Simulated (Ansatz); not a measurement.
# Where Nb_Mg puts its levels in the gap of MgO (Fm-3m), part 2 of 2

Wanted: the transition levels of a substitutional impurity in MgO (Fm-3m), from a cell of 54 host atoms with 1 Mg taken out and 1 Nb put in.

Ansatz; place-levels on r2SCAN runs: charge-transition levels and formation energies with image-charge correction and potential alignment at the atomic sites; PAW set soft_1.

So far: Starting point; The runs of each charge state; Placing the levels, r2SCAN.

## (3) Placing the levels, r2SCAN (continued)

Levels between the charges placed, in eV above the valence top:

|  | gap (eV) | (+2/+1) | (+1/0) | (0/−1) |
| --- | --- | --- | --- | --- |
| r2SCAN | 5.68 | 2.84 | 3.88 | 5.72 |

Corrections by state:

| charge | moment (μB) | image terms and alignment (eV) | band filling (eV) | ε used | over the lowest of its charge, as the program ranks them, band filling apart (eV) |
| --- | --- | --- | --- | --- | --- |
| +2 | 1.0 | 1.855 | - | 10.37 | 0.000 |
| +1 | 2.0 | 0.668 | - | 10.37 | 0.000 |
| 0 | 3.0 | 0.000 | - | - | 0.000 |
| −1 | 4.0 | -0.234 | -1.143 | 10.37 | 0.000 |
| +1 | 0.0 | 0.669 | - | 10.37 | 1.035 |
| 0 | 1.0 | 0.000 | - | - | 0.649 |
| −1 | 2.0 | -0.070 | - | 10.37 | 0.048 |
| −1 | 0.0 | -0.155 | - | 10.37 | 0.639 |

The charged structures listed were also run neutral, and place-levels reads from each pair, by the potential or the spins, how wide the charge is by which they differ; that can be the carrier of either run.

| charge | rms radius (Å) | spread where it is widest against the cell (Å) | wide from (Å) | reading |
| --- | --- | --- | --- | --- |
| +2 | 2.0 | 1.18 | 1.26 | narrow |
| +1 | 1.5 | 0.86 | 1.26 | narrow |
| −1 | 4.3 | 2.51 | 1.26 | wide |

The neutral runs of these pairs need not share the spin of the lowest neutral state, and very wide values only mean spread over the cell.

From the program's caveats on the states, each cut to its opening words:

- charge +2 (1 μB): it parts from the run that its charge is read beside by 2 carriers, of which the mean alone is read, by its potential at epsilon 3.24, taken for that of held [...]
- charge +2 (1 μB), +1 (2 μB), 0 (3 μB), −1 (4 μB), +1, 0 (1 μB), −1 (2 μB), −1: its alignment with the host at atomic sites is doubtful: the cell is too small to show whether the defect's potential has decayed: take a larger one
- charge +2 (1 μB), +1 (2 μB), 0 (3 μB), −1 (4 μB), 0 (1 μB), −1 (2 μB): flagged: stability check not made
- charge −1 (4 μB): it parts from the run at its places by a charge that spreads by about 2.5 Å along one vector (1.3 Å or more is wide), by its potential at epsilon 3.24, taken [...]
- charge −1 (4 μB): a band-filling correction moves a carrier to the host's band edge, which changes its energy by -1.143 eV
- charge −1 (4 μB): its moments are held at its close (magnetization.spin_locking), by a field of 0.354 eV a Bohr magneton, and its energy and levels are of the state that this [...]
- charge −1 (2 μB): the host's ions (past the first shell or, of a walk that freed a part, those that it held) aren't shown at rest: they stand up to 0.020 Å off their sites, 0.48 [...]
- charge −1 (2 μB): its moments are held at its close (magnetization.spin_locking), by a field of 0.386 eV a Bohr magneton, and its energy and levels are of the state that this [...]

Chemical potentials of the elements' reference phases, run alike. Formation energies (elemental references), with the Fermi level at the valence top and at the conduction bottom (gap 5.68 eV):

| charge | at valence top (eV) | at conduction bottom (eV) | correction included (eV) |
| --- | --- | --- | --- |
| +2 | -2.26 | 9.10 | 1.86 |
| +1 | 0.59 | 6.27 | 0.67 |
| 0 | 4.47 | 4.47 | 0.00 |
| −1 | 10.19 | 4.51 | -1.38 |

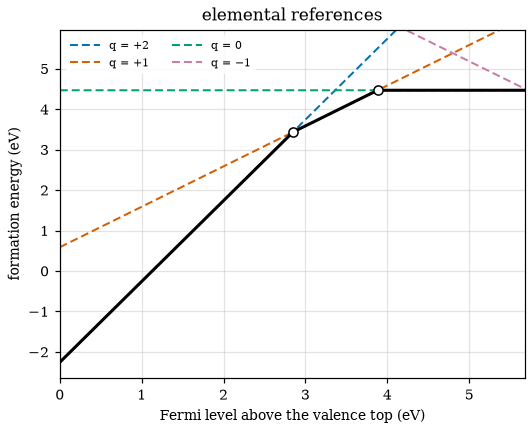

Formation energy against Fermi level; the thick line follows the lowest charge state and circles mark the transition levels.

## (4) Effect of the sampling

The relaxations' own energies give the levels at their sampling, for comparison.

File levels.relax_mesh.yaml:

```yaml
host:
  run: host.relax.run
states: [qm1.relax.run, qm1_M4.relax.run, qm1_M2.relax.run, q0_M1.relax.run, q0_M3.relax.run, qp1.relax.run, qp1_M2.relax.run, qp2_M1.relax.run]
chemical_potentials:
  Mg:
    energy: -1926.407918
    dataset: "<sha256 of the dataset>"
  Nb:
    energy: -4563.656891
    dataset: "<sha256 of the dataset>"
```

On the command line:

```console
ansatz place-levels levels.relax_mesh.yaml -- --threads 4 --pin off --max-ram 15073MiB
```

Log:

```text
(+2/+1) 2.806 eV above the valence edge, 2.853 eV under the conduction edge
(+1/0) 3.831 eV above the valence edge, 1.828 eV under the conduction edge
[...]
formation energy of charge +2: -2.284 eV with the Fermi level at the valence edge
formation energy of charge +1: +0.521 eV with the Fermi level at the valence edge
formation energy of charge 0: +4.352 eV with the Fermi level at the valence edge
formation energy of charge -1: +10.057 eV with the Fermi level at the valence edge
  edges by r2scan, gap 5.659 eV; the host is sampled to repeats of 8.93 Å
[... the lines on each state left out ...]
```

Elapsed: 0.26 s, on 4 threads of Arm Neoverse V1, shared host.

Levels between neighbouring charges, in eV above the valence top:

|  | gap (eV) | (+2/+1) | (+1/0) | (0/−1) |
| --- | --- | --- | --- | --- |
| one point at (¼, ¼, ¼) | 5.66 | 2.81 | 3.83 | 5.70 |
| a 2×2×2 shifted mesh | 5.68 | 2.84 | 3.88 | 5.72 |

Going from one point at (¼, ¼, ¼) to a 2×2×2 shifted mesh moves the levels that carry no band-filling term by up to 0.05 eV and formation energies against the elements by up to 0.13 eV; band-filling terms, which differ between samplings, are in these energies.

## (5) What came out

```json
{
 "gap of the host": "5.68 eV (r2SCAN)",
 "level (plus 2/plus 1)": "2.84 eV above the valence top",
 "level (plus 1/0)": "3.88 eV above the valence top",
 "level (0/minus 1)": "5.72 eV above the valence top, past the conduction bottom (6.86 eV above the valence top without the band-filling term)",
 "lowest of the charges placed, just above the valence top (0.02 eV)": "+2",
 "lowest of the charges placed, just below the conduction bottom (0.02 eV)": "0",
 "lowest formation energy at mid-gap of the charges run, elemental references": "3.42 eV"
}
```

**Reading.** Of the charges placed (−1, 0, +1 and +2), the lowest changes at 2.84 eV (+2/+1) and 3.88 eV (+1/0) above the valence top, in a gap of 5.68 eV. Charges above +2 were not placed, so these runs say nothing of levels that involve them. States placed: +2 at 1 μB; +1 at 2 μB and 0 μB; 0 at 3 μB and 1 μB; −1 at 4 μB, 2 μB and 0 μB. Other spin states or structures, where not listed, weren't placed. The program finds carriers beyond a band edge of the host and adds a band-filling term at charge −1 (-1.14 eV); steps to such a charge show no bound level, and a defect level inside a band would be read the same way. Corrections reach 1.9 eV, so the cell is small for these charges and their levels are rough. Nb is taken at its element; compounds, which aren't counted here, bound the chemical potentials and would shift these formation energies. Going from one point at (¼, ¼, ¼) to a 2×2×2 shifted mesh moves the levels that carry no band-filling term by up to 0.05 eV and formation energies against the elements by up to 0.13 eV; band-filling terms, which differ between samplings, are in these energies. The program doubts the alignment of potentials for at least one state, a sign that the cell is small. What this leaves open: the images are only 8.9 Å apart; r2SCAN makes the gap too small and tends to spread out bound carriers; where a gas molecule sets a chemical potential or the host's formation energy, its binding is uncorrected; force components of up to 1.26 eV/Å remain in a run at the final settings.

Comparison with the measured values:

```
                             quantity  measured           r2SCAN
band gap (least gap of the host) (eV)      7.83  5.68 (-2.15 eV)
```

Measured values from arxiv:0908.1581 (2009).

How well it matches: The band gap is off by -2.15 eV: a clear miss. Local and semilocal functionals usually give gaps below the measured ones. Zero-point and thermal motion shift the measured gap.

[Logs are printed without paths, hosts, clocks, repeated set-up lines and the standing remarks that a program may print on its own settings, such as how far it seeks lower states.]

[Hosts, paths, dates, database ids (printed as entryN), source tags and the programs' standing remarks are cut or masked in the printed files.]

[Where a table of states has a column of steps, it counts the stored structures, which are thinned; the runs took as many ionic steps or more.]

[A defect's name tells the site on which it was built; relaxed atoms can leave that site.]

[For some hosts the program warned that the k-mesh of the response run may be too coarse for force constants and the static dielectric constant; such warnings are not shown here.]
